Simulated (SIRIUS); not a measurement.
**A series of single points on Ag**

System: Ag (Fm-3m, 1 atom in the cell).
Method: Kohn-Sham DFT of a periodic cell, PBEsol, dojo-sr-pbesol-0.4.1-standard, no spin polarisation (SIRIUS 7.12.0).

The 7 runs differ only in the geometry, by an even scaling of the cell at fixed fractional positions. The structure derives from an entry of the Crystallography Open Database.

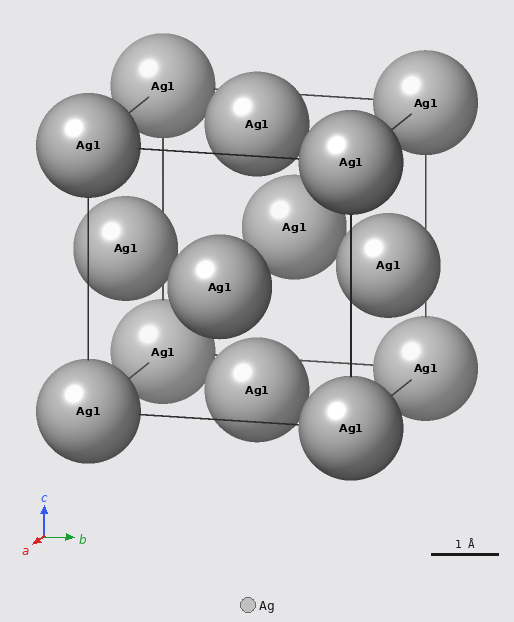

Figure 1. The structure of run 4 (spheres-only view of the cell 4 times as large as that of the calculation, set on its symmetry axes, seen slightly off an axis; atoms are numbered from 1 in the order of the input). An atom can appear more than once, as a periodic image.

## Input of run 4
```
{
  "control": {
    "processing_unit": "cpu",
    "verbosity": 2,
    "num_bands_to_print": 17,
    "print_forces": true,
    "print_stress": true
  },
  "parameters": {
    "electronic_structure_method": "pseudopotential",
    "xc_functionals": ["XC_GGA_X_PBE_SOL", "XC_GGA_C_PBE_SOL"],
    "gk_cutoff": 9.1,
    "pw_cutoff": 18.2,
    "ngridk": [11, 11, 11],
    "shiftk": [0, 0, 0],
    "smearing": "fermi_dirac",
    "smearing_width": 0.0018374661,
    "num_bands": 17,
    "num_mag_dims": 0,
    "num_dft_iter": 100,
    "energy_tol": 1e-08,
    "density_tol": 1e-06
  },
  "iterative_solver": {
    "type": "davidson",
    "min_tolerance": 1e-10
  },
  "mixer": {
    "type": "anderson",
    "beta": 0.7,
    "max_history": 8
  },
  "settings": {
    "tol_ne": 1e-10,
    "pseudo_grid_cutoff": 6.5
  },
  "unit_cell": {
    "lattice_vectors": [
      [0.0, 0.707106781187, 0.707106781187],
      [0.707106781187, 0.0, 0.707106781187],
      [0.707106781187, 0.707106781187, 0.0]
    ],
    "lattice_vectors_scale": 5.4592009917,
    "atom_coordinate_units": "lattice",
    "atom_types": ["Ag"],
    "atom_files": {
      "Ag": "Ag.json"
    },
    "atoms": {
      "Ag": [
        [0.0, 0.0, 0.0]
      ]
    }
  }
}
```

Command:
```bash
upf_to_json Ag.upf
OMP_NUM_THREADS=1 sirius.scf --input=sirius.json --output=out.json --task=0
```

Lattice vectors (Å) and fractional positions of run 4:
```
   0.000000    2.042750    2.042750
   2.042750    0.000000    2.042750
   2.042750    2.042750    0.000000
Ag  0.000000  0.000000  0.000000
```

Run 6 has the same physical settings and fractional positions; its lattice vectors (Å) are:
```
   0.000000    2.069631    2.069631
   2.069631    0.000000    2.069631
   2.069631    2.069631    0.000000
```

## Results, with one run withheld

| run | volume per atom (Å³) | free energy per atom, from the lowest run given (meV) | pressure (GPa) |
| --- | --- | --- | --- |
| 1 | 16.025 | 8.27 | 4.67 |
| 2 | 16.366 | 1.23 | 1.73 |
| 3 | 16.707 | 0.00 | −0.82 |
| 4 | 17.048 | 3.87 | −3.04 |
| 5 | 17.389 | 12.13 | −4.95 |
| 6 | 17.730 | ? | ? |
| 7 | 18.071 | 39.48 | −8.01 |

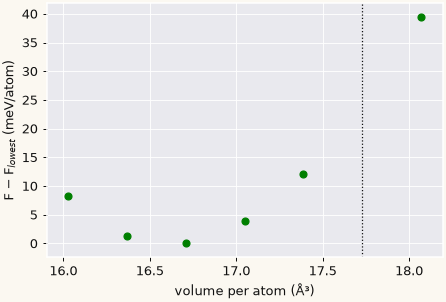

Figure 2. Free energy per atom of the runs given; the dotted line marks run 6.

Estimate the energy of run 6 from the others.

A cubic polynomial in V^(−2/3) (the Birch–Murnaghan form), fitted to the 6 runs given, misses them by at most 0.01 meV per atom. With x = V^(−2/3) − 0.15177 Å⁻², it reads F = 1.7834 − 2145.9 x + 5.7514e+05 x² + 3.8341e+06 x³ (meV per atom). At run 6 it gives 24.17 meV per atom, and the run itself gives 24.18. The slope of the fit gives a pressure −dF/dV of −6.47 GPa there, and the run prints −6.60 GPa. The two needn't agree exactly: the fit is approximate, and the printed stress is taken on a finite basis. The fit has its minimum at 16.611 Å³ per atom, where V d²F/dV² gives 121 GPa: the bulk modulus at this level, since symmetry fixes the shape and the positions.

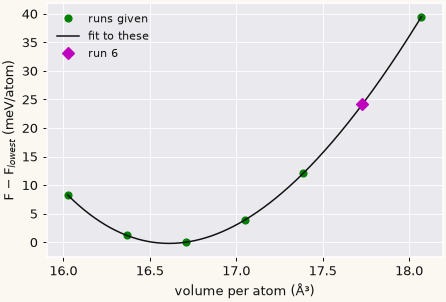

Figure 3. The fit and the withheld run.

## Some lines of the output (run 6)
```
[...]
[find] Total energy                   :    -154.89743334 (Ha),    -309.79486668 (Ry)
[find] Free energy (E-TS)             :    -154.89755606 (Ha),    -309.79511212 (Ry)
[find] Efermi                         :       0.60979241
[find] Total energy                   :    -154.89743365 (Ha),    -309.79486731 (Ry)
[find] Free energy (E-TS)             :    -154.89755616 (Ha),    -309.79511233 (Ry)
[find] Efermi                         :       0.60981531
[find] Total energy                   :    -154.89743368 (Ha),    -309.79486736 (Ry)
[find] Efermi                         :       0.60981850
[find] Efermi                         :       0.60981839
[find] Total energy                   :    -154.89743367 (Ha),    -309.79486735 (Ry)
[find] Efermi                         :       0.60981752
[find] Efermi                         :       0.60981768
[find] Total energy                   :    -154.89743368 (Ha),    -309.79486735 (Ry)
[find] Efermi                         :       0.60981778
```
